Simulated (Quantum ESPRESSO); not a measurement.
# GaP (F-43m): tuning a phonon run for speed

How fast can this phonon run on GaP (F-43m) be made without moving its result?

Method: DFT LDA, scalar-relativistic, plane waves, PseudoDojo norm-conserving pseudopotentials, in Quantum ESPRESSO 7.5.

## (1) Starting point

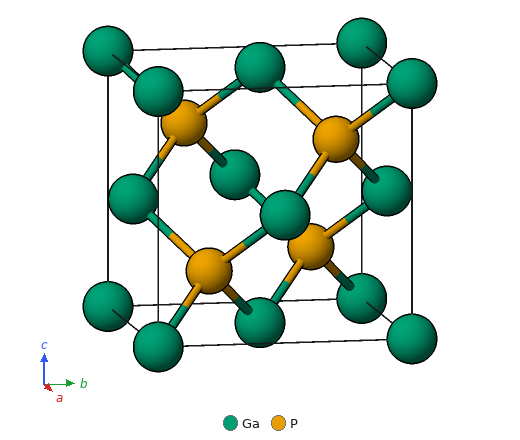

The cell as given, slightly off an axis (gallium teal, phosphorus orange). This picture shows the conventional cell, with its axes. Bonds to atoms that aren't drawn are left out. Some periodic images of atoms are drawn too.

## (2) A first look

Before anything dear is run, a loose run with smearing shows whether this is a metal and how far the cell is from rest.

Input file probe.in:

```
 &control
    calculation='scf',
    prefix='x',
    outdir='./tmp',
    pseudo_dir='./pseudo',
    tprnfor=.true.,
    tstress=.true.,
    verbosity='high',
 /
 &system
    ibrav=2,
    celldm(1)=10.29995224,
    nat=2,
    ntyp=2,
    ecutwfc=80.0,
    occupations='smearing',
    smearing='gaussian',
    degauss=0.01,
 /
 &electrons
    conv_thr=1.0d-07,
    mixing_beta=0.7,
    electron_maxstep=100,
 /
ATOMIC_SPECIES
 Ga     69.7230  Ga.upf
 P      30.9738  P.upf
ATOMIC_POSITIONS crystal
 Ga     0.000000000   0.000000000   0.000000000
 P      0.250000000   0.250000000   0.250000000
K_POINTS automatic
 6 6 6 0 0 0
```

Started as:

```sh
$ OMP_NUM_THREADS=1 mpirun -n 32 pw.x -nk 16 -in probe.in > probe.out
```

Log:

```text
[banners, grids, parts of the stress and lines that vanish by symmetry left out]
Program PWSCF v.7.5
     Parallelization info
     --------------------
[...]
kinetic-energy cutoff     =      80.0000  Ry
     charge density cutoff     =     320.0000  Ry
     scf convergence threshold =      1.0E-07
[...]
Exchange-correlation= SLA  PW   NOGX NOGC
                           (   1   4   0   0   0   0   0)
[...]
24 Sym. Ops. (no inversion) found
[...]
(     0          1          0      )
                  (     0          0          1      )
[...]
(  0.0000000  1.0000000  0.0000000 )
                  (  0.0000000  0.0000000  1.0000000 )
[...]
(     1          0         -1      )
                  (     0          0         -1      )
[...]
(  0.0000000  1.0000000  0.0000000 )
[...]
(    -1          0          1      )
                  (    -1          0          0      )
[...]
(  0.0000000  0.0000000  1.0000000 )
                  (  0.0000000 -1.0000000  0.0000000 )
[...]
number of k points=    16  Gaussian smearing, width (Ry)=  0.0100
[...]
End of self-consistent calculation
[...]
the Fermi energy is     8.2343 ev
!    total energy              =    -166.69658619 Ry
[...]
convergence has been achieved in   6 iterations
[...]
atom    1 type  1   force =     0.00000000    0.00000000   -0.00000000
     atom    2 type  2   force =    -0.00000000   -0.00000000    0.00000000
[...]
Total force =     0.000000     Total SCF correction =     0.000000
[...]
total   stress  (Ry/bohr**3)                   (kbar)     P=      -29.10
[...]
XML data file, charge density, pseudopotentials, collected wavefunctions

   JOB DONE.
```

Elapsed: 2 s, on 32 MPI ranks of Arm Neoverse N1, host not shared.

This step gave:

```
volume per atom   : 20.24 Å³
pressure          : -2.91 GPa
gap on the k-mesh : 1.498 eV
```

A gap of 1.5 eV opens on this mesh, so the crystal is taken as an insulator; the start stands at -2.9 GPa.

## (3) Relaxing the cell and atoms

The relaxation runs at a cutoff a fifth above that of the response, since stress converges more slowly with the basis than frequencies do. Forces and stress are brought to rest with tight thresholds.

Input file relax.in:

```
 &control
    calculation='vc-relax',
    prefix='x',
    outdir='./tmp',
    pseudo_dir='./pseudo',
    tprnfor=.true.,
    tstress=.true.,
    forc_conv_thr=2.0d-05,
    etot_conv_thr=1.0d-07,
    nstep=40,
 /
 &system
    ibrav=2,
    celldm(1)=10.29995224,
    nat=2,
    ntyp=2,
    ecutwfc=96,
    occupations='fixed',
    nbnd=11,
 /
 &electrons
    conv_thr=1.0d-11,
    mixing_beta=0.7,
    electron_maxstep=100,
 /
 &ions
 /
 &cell
    press_conv_thr=0.2,
 /
ATOMIC_SPECIES
 Ga     69.7230  Ga.upf
 P      30.9738  P.upf
ATOMIC_POSITIONS crystal
 Ga     0.000000000   0.000000000   0.000000000
 P      0.250000000   0.250000000   0.250000000
K_POINTS automatic
 8 8 8 0 0 0
```

Started as:

```sh
$ OMP_NUM_THREADS=1 mpirun -n 32 pw.x -nk 16 -in relax.in > relax.out
```

Log:

```text
[banners, grids, parts of the stress and lines that vanish by symmetry left out]
[banner, memory and clock lines left out]
Program PWSCF v.7.5

[...]
kinetic-energy cutoff     =      96.0000  Ry
     charge density cutoff     =     384.0000  Ry
     scf convergence threshold =      1.0E-11
[...]
energy convergence thresh.=      1.0E-07
     force convergence thresh. =      2.0E-05
     press convergence thresh. =      2.0E-01
     Exchange-correlation= SLA  PW   NOGX NOGC
                           (   1   4   0   0   0   0   0)
[...]
24 Sym. Ops. (no inversion) found
[...]
number of k points=    29
[...]
End of self-consistent calculation
[...]
highest occupied, lowest unoccupied level (ev):     7.3597    8.8595
!    total energy              =    -166.69775683 Ry
[...]
convergence has been achieved in  10 iterations
[...]
atom    1 type  1   force =     0.00000000   -0.00000000    0.00000000
     atom    2 type  2   force =     0.00000000   -0.00000000   -0.00000000
     Total force =     0.000000     Total SCF correction =     0.000000
[...]
total   stress  (Ry/bohr**3)                   (kbar)     P=      -29.10
[...]
number of bfgs steps    =   0
[...]
CELL_PARAMETERS (alat= 10.29995224)
[...]
ATOMIC_POSITIONS (crystal)
Ga               0.0000000000        0.0000000000       -0.0000000000
P                0.2500000000        0.2500000000        0.2500000000
[...]
New effective cutoffs (rho, wfc):  386.36   96.94
[...]
End of self-consistent calculation
[...]
highest occupied, lowest unoccupied level (ev):     7.5559    9.0336
!    total energy              =    -166.69839489 Ry
[...]
convergence has been achieved in   7 iterations
[...]
atom    1 type  1   force =    -0.00000000   -0.00000000    0.00000000
     atom    2 type  2   force =     0.00000000    0.00000000   -0.00000000
     Total force =     0.000000     Total SCF correction =     0.000000
[...]
total   stress  (Ry/bohr**3)                   (kbar)     P=      -17.27
[...]
number of bfgs steps    =   1
[...]
CELL_PARAMETERS (alat= 10.29995224)
[...]
ATOMIC_POSITIONS (crystal)
Ga               0.0000000000       -0.0000000000       -0.0000000000
P                0.2500000000        0.2500000000        0.2500000000
[...]
New effective cutoffs (rho, wfc):  391.89   98.32
[...]
End of self-consistent calculation
[...]
highest occupied, lowest unoccupied level (ev):     7.8428    9.2779
!    total energy              =    -166.69871299 Ry
[...]
convergence has been achieved in   9 iterations
[...]
atom    1 type  1   force =    -0.00000000   -0.00000000    0.00000000
     atom    2 type  2   force =     0.00000000    0.00000000   -0.00000000
     Total force =     0.000000     Total SCF correction =     0.000000
[...]
total   stress  (Ry/bohr**3)                   (kbar)     P=        1.15
[...]
number of bfgs steps    =   2
[...]
CELL_PARAMETERS (alat= 10.29995224)
[...]
ATOMIC_POSITIONS (crystal)
[...]
New effective cutoffs (rho, wfc):  391.54   98.24
[...]
End of self-consistent calculation
[...]
highest occupied, lowest unoccupied level (ev):     7.8248    9.2627
!    total energy              =    -166.69871431 Ry
[...]
convergence has been achieved in   7 iterations
[...]
atom    1 type  1   force =     0.00000000    0.00000000    0.00000000
     atom    2 type  2   force =    -0.00000000   -0.00000000   -0.00000000
     Total force =     0.000000     Total SCF correction =     0.000000
[...]
total   stress  (Ry/bohr**3)                   (kbar)     P=       -0.04
[...]
number of bfgs steps    =   3
[...]
small trust_radius: resetting bfgs history
[...]
CELL_PARAMETERS (alat= 10.29995224)
[...]
ATOMIC_POSITIONS (crystal)
[...]
New effective cutoffs (rho, wfc):  391.55   98.24
[...]
End of self-consistent calculation
[...]
highest occupied, lowest unoccupied level (ev):     7.8251    9.2629
!    total energy              =    -166.69871431 Ry
[...]
convergence has been achieved in   4 iterations
[...]
atom    1 type  1   force =     0.00000000   -0.00000000   -0.00000000
     atom    2 type  2   force =    -0.00000000    0.00000000    0.00000000
     Total force =     0.000000     Total SCF correction =     0.000000
[...]
total   stress  (Ry/bohr**3)                   (kbar)     P=       -0.02
[...]
bfgs converged in   5 scf cycles and   4 bfgs steps
[...]
End of BFGS Geometry Optimization
     Final enthalpy           =    -166.6987143098 Ry
     File ./tmp/x.bfgs deleted, as requested
[...]
CELL_PARAMETERS (alat= 10.29995224)
[...]
ATOMIC_POSITIONS (crystal)
Ga               0.0000000000        0.0000000000       -0.0000000000
P                0.2500000000        0.2500000000        0.2500000000
[...]
Final scf calculation at the relaxed structure.
[...]
kinetic-energy cutoff     =      96.0000  Ry
     charge density cutoff     =     384.0000  Ry
     scf convergence threshold =      1.0E-13
[...]
press convergence thresh. =      2.0E-01
     Exchange-correlation= SLA  PW   NOGX NOGC
                           (   1   4   0   0   0   0   0)
[...]
24 Sym. Ops. (no inversion) found
[...]
number of k points=    29
[...]
c_bands:  1 eigenvalues not converged
[...]
End of self-consistent calculation
[...]
highest occupied, lowest unoccupied level (ev):     7.8251    9.2629
!    total energy              =    -166.69871222 Ry
[...]
convergence has been achieved in  12 iterations
[...]
atom    1 type  1   force =     0.00000000   -0.00000000   -0.00000000
     atom    2 type  2   force =    -0.00000000    0.00000000    0.00000000
     Total force =     0.000000     Total SCF correction =     0.000000
[...]
total   stress  (Ry/bohr**3)                   (kbar)     P=       -0.02
[...]
XML data file, charge density, pseudopotentials, collected wavefunctions
```

The job ended after 13 s (32 MPI ranks).

Relaxation path:

| step | energy less that of the first step (eV) | largest force (eV/Å) | pressure (GPa) | volume (Å³) |
| --- | --- | --- | --- | --- |
| 1 | 0.0000 | 0.0000 | -2.91 | 40.48 |
| 2 | -0.0087 | 0.0000 | -1.73 | 39.88 |
| 3 | -0.0130 | 0.0000 | 0.11 | 39.04 |
| 4 | -0.0130 | 0.0000 | 0.00 | 39.09 |
| 5 | -0.0130 | 0.0000 | 0.00 | 39.09 |
| 6 | -0.0130 | 0.0000 | 0.00 | 39.09 |

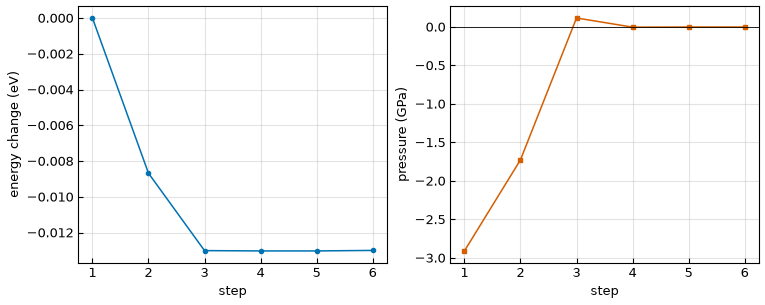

Energy and pressure along the relaxation.

| conventional cell, symmetrised | before | after | change |
| --- | --- | --- | --- |
| a (Å) | 5.451 | 5.387 | -1.2 % |
| b (Å) | 5.451 | 5.387 | -1.2 % |
| c (Å) | 5.451 | 5.387 | -1.2 % |
| volume (Å³/atom) | 20.24 | 19.55 | -3.4 % |

The relaxed structure:

```
Ga P
1.0
    -2.69373    0.00000    2.69373
     0.00000    2.69373    2.69373
    -2.69373    2.69373    0.00000
Ga P
1 1
Direct
  0.00000 0.00000 0.00000
  0.25000 0.25000 0.25000
```

The last row of the table of steps is pw.x's closing run on a basis chosen anew for the final cell, so its energy can jump.

Read from the output:

| Quantity | Value |
| --- | --- |
| volume per atom | 19.55 Å³ |
| pressure | -0.002 GPa |
| gap on the k-mesh | 1.438 eV |

The volume changes by -3.4 % from the cell with which this run began.

## (4) Ground state

Perturbation theory inherits every error of the wavefunctions, so the threshold is set near the limit of the arithmetic. With a gap, occupations are fixed, which also allows the response to an electric field.

Input file scf.in:

```
 &control
    calculation='scf',
    prefix='x',
    outdir='./tmp',
    pseudo_dir='./pseudo',
    tprnfor=.true.,
    tstress=.true.,
 /
 &system
    ibrav=2,
    celldm(1)=10.18082769,
    nat=2,
    ntyp=2,
    ecutwfc=80.0,
    occupations='fixed',
    nbnd=11,
 /
 &electrons
    conv_thr=1.0d-12,
    mixing_beta=0.7,
    electron_maxstep=100,
 /
ATOMIC_SPECIES
 Ga     69.7230  Ga.upf
 P      30.9738  P.upf
ATOMIC_POSITIONS crystal
 Ga     0.000000000   0.000000000   0.000000000
 P      0.250000000   0.250000000   0.250000000
K_POINTS automatic
 8 8 8 0 0 0
```

Started as:

```sh
$ OMP_NUM_THREADS=1 mpirun -n 32 pw.x -nk 16 -in scf.in > scf.out
```

Log:

```text
[banners, grids, parts of the stress and lines that vanish by symmetry left out]
[banner, memory and clock lines left out]
Program PWSCF v.7.5

[...]
kinetic-energy cutoff     =      80.0000  Ry
     charge density cutoff     =     320.0000  Ry
     scf convergence threshold =      1.0E-12
[...]
Exchange-correlation= SLA  PW   NOGX NOGC
                           (   1   4   0   0   0   0   0)
[...]
24 Sym. Ops. (no inversion) found
[...]
number of k points=    29
[...]
End of self-consistent calculation
[...]
highest occupied, lowest unoccupied level (ev):     7.8252    9.2629
!    total energy              =    -166.69867242 Ry
[...]
convergence has been achieved in  10 iterations
[...]
atom    1 type  1   force =    -0.00000000    0.00000000   -0.00000000
     atom    2 type  2   force =     0.00000000   -0.00000000    0.00000000
     Total force =     0.000000     Total SCF correction =     0.000000
[...]
total   stress  (Ry/bohr**3)                   (kbar)     P=       -0.29
[...]
XML data file, charge density, pseudopotentials, collected wavefunctions
```

Elapsed: 3.4 s, on 32 MPI ranks.

Read from the output:

- pressure: -0.02900 GPa

The cell stands at -0.029 GPa, close enough for phonons.

## (5) Self-consistent run for the response, 32 ranks, 16 pools

Pools split the k-points with little communication; ranks inside a pool split plane waves and need many exchanges.

scf.in is that of step 4.

Log:

```text
[banners, grids, parts of the stress and lines that vanish by symmetry left out]
[banner, memory and clock lines left out]
Program PWSCF v.7.5

[...]
kinetic-energy cutoff     =      80.0000  Ry
     charge density cutoff     =     320.0000  Ry
     scf convergence threshold =      1.0E-12
[...]
Exchange-correlation= SLA  PW   NOGX NOGC
                           (   1   4   0   0   0   0   0)
[...]
24 Sym. Ops. (no inversion) found
[...]
number of k points=    29
[...]
End of self-consistent calculation
[...]
highest occupied, lowest unoccupied level (ev):     7.8252    9.2629
!    total energy              =    -166.69867242 Ry
[...]
convergence has been achieved in  10 iterations
[...]
atom    1 type  1   force =    -0.00000000    0.00000000   -0.00000000
     atom    2 type  2   force =     0.00000000   -0.00000000    0.00000000
     Total force =     0.000000     Total SCF correction =     0.000000
[...]
total   stress  (Ry/bohr**3)                   (kbar)     P=       -0.29
[...]
XML data file, charge density, pseudopotentials, collected wavefunctions
```

The job ended after 3.4 s (32 MPI ranks).

(Part 1 of 6 ends here.)

[Host names and launcher messages were left out of these logs when they were recorded.]

[Logs are printed without paths, hosts, clocks, repeated set-up lines and the standing remarks that a program may print on its own settings, such as how far it seeks lower states.]

[Hosts, paths, dates, database ids (printed as entryN), source tags and the programs' standing remarks are cut or masked in the printed files.]
